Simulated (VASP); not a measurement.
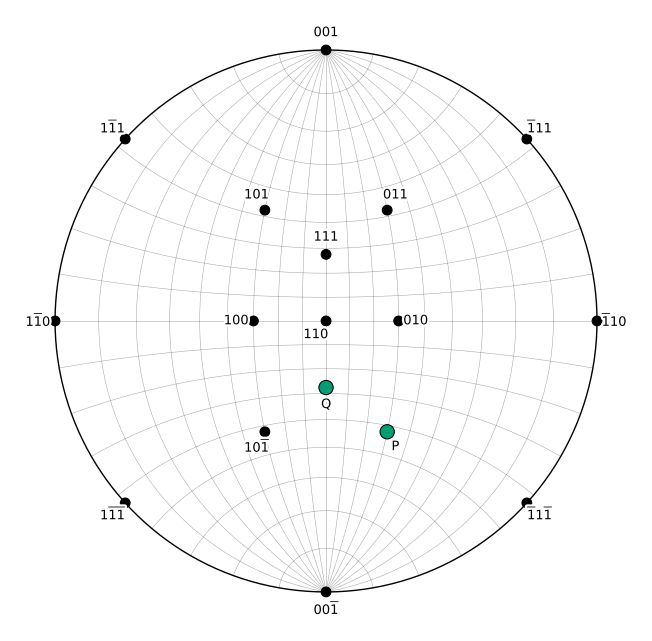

Stereographic projection of plane normals (upper hemisphere) centred on (1 1 0). Crystal: Si, coordinates from a relaxation with VASP Kohn-Sham DFT of a periodic cell, PBEsol0, VASP PAW PBE potentials, recommended (VASP). Symmetry computed with spglib at a tolerance of 0.002 Å; standard conventional cell.

a = 2.611 Å, b = 2.611 Å, c = 2.496 Å, α = 90.00°, β = 90.00°, γ = 120.00°.

Index the poles marked P, Q.

P is (0 1 −1), in four indices (0 1 −1 −1), 50.1° from the centre; Q is (1 1 −1), in four indices (1 1 −2 −1), 27.6° from the centre.

What is the angle between the normals of (−1 1 −1) and (1 1 0), and what are their d_hkl = 1/|g|?

90.0°; d = 1.676 Å and 1.305 Å.
